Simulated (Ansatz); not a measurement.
Structure data:

```yaml
crystal:
  lattice:
    - [6.44275, 0.00000, 0.00000]
    - [0.00000, 6.44275, 0.00000]
    - [0.00000, 0.00000, 6.44275]
  atoms:
    - { symbol: Si, position: [0.25000, 0.37500, 0.00000] }
    - { symbol: Si, position: [0.00000, 0.25000, 0.37500] }
    - { symbol: Si, position: [0.00000, 0.75000, 0.12500] }
    - { symbol: Si, position: [0.37500, 0.00000, 0.25000] }
    - { symbol: Si, position: [0.12500, 0.00000, 0.75000] }
    - { symbol: Si, position: [0.75000, 0.12500, 0.00000] }
    - { symbol: N, position: [0.78125, 0.28125, 0.21875] }
    - { symbol: N, position: [0.96875, 0.03125, 0.53125] }
    - { symbol: N, position: [0.46875, 0.46875, 0.46875] }
    - { symbol: N, position: [0.53125, 0.96875, 0.03125] }
    - { symbol: N, position: [0.21875, 0.21875, 0.21875] }
    - { symbol: N, position: [0.28125, 0.21875, 0.78125] }
    - { symbol: N, position: [0.03125, 0.53125, 0.96875] }
    - { symbol: N, position: [0.21875, 0.78125, 0.28125] }
    - { symbol: Si, position: [0.75000, 0.87500, 0.50000] }
    - { symbol: Si, position: [0.50000, 0.75000, 0.87500] }
    - { symbol: Si, position: [0.50000, 0.25000, 0.62500] }
    - { symbol: Si, position: [0.87500, 0.50000, 0.75000] }
    - { symbol: Si, position: [0.62500, 0.50000, 0.25000] }
    - { symbol: Si, position: [0.25000, 0.62500, 0.50000] }
    - { symbol: N, position: [0.28125, 0.78125, 0.71875] }
    - { symbol: N, position: [0.46875, 0.53125, 0.03125] }
    - { symbol: N, position: [0.96875, 0.96875, 0.96875] }
    - { symbol: N, position: [0.03125, 0.46875, 0.53125] }
    - { symbol: N, position: [0.71875, 0.71875, 0.71875] }
    - { symbol: N, position: [0.78125, 0.71875, 0.28125] }
    - { symbol: N, position: [0.53125, 0.03125, 0.46875] }
    - { symbol: N, position: [0.71875, 0.28125, 0.78125] }
```

Q: Before looking at a picture, describe the arrangement of atoms.

A: The solid is Si₃N₄. The atoms follow space group I-43d (No. 220); the Bravais lattice is body-centred cubic. Atoms per cell: 28 (12 Si, 16 N). The neighbours of Si are four N in a tetrahedral arrangement at 1.74 Å. Each N atom is coordinated by three Si in a trigonal planar arrangement at 1.74 Å. The bonds build a three-dimensional framework.

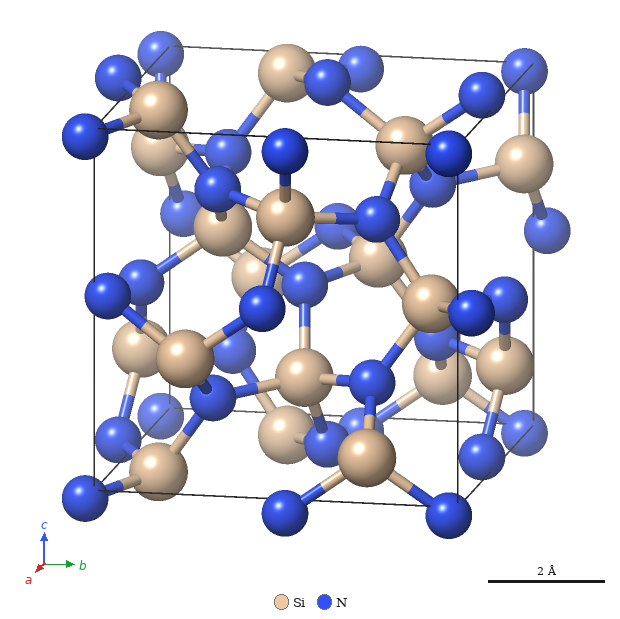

A ball-and-stick picture of a crystal structure, seen slightly off an axis. Lines trace the edges of the conventional unit cell. Colours: silicon light orange, nitrogen blue.

Its origin is a structure listed in the Materials Project. Earlier steps of the study, as a rule a relaxation of our own, may have changed the cell and positions, so they can lie some per cent off the listed ones. It was run through Ansatz as a DFT input.
